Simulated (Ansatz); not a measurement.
Si2Mo, space group I4/mmm (No. 139), a = 3.217 Å, b = 3.217 Å, c = 7.873 Å, α = 90.00°, β = 90.00°, γ = 90.00°

```tsv
site	Wyckoff	x	y	z
Si	4e	0.0000	0.0000	0.3351
Mo	2a	0.0000	0.0000	0.0000
```

Source: a calculation's input that goes back to an entry of the Crystallography Open Database (an earlier step may have relaxed or displaced it).

Describe the coordination of Mo.

MoSi10: an essentially ideal bicapped cube (coordination number 10, S = 0.00; next best pentagonal antiprism, S = 8.0). Bonds: 8 × Mo–Si 2.62 Å and 2 × Mo–Si 2.64 Å. The next neighbour, not counted, lies at 3.22 Å.

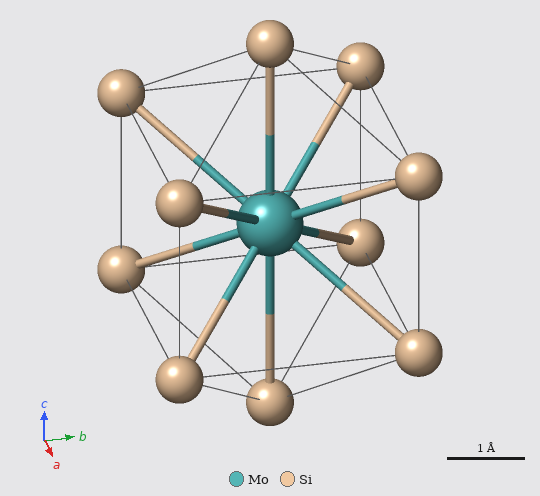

The polyhedron about Mo. Shape measures S are computed against regular polyhedra or, for capped shapes, the nearer of the equal-edge and equal-bond forms.
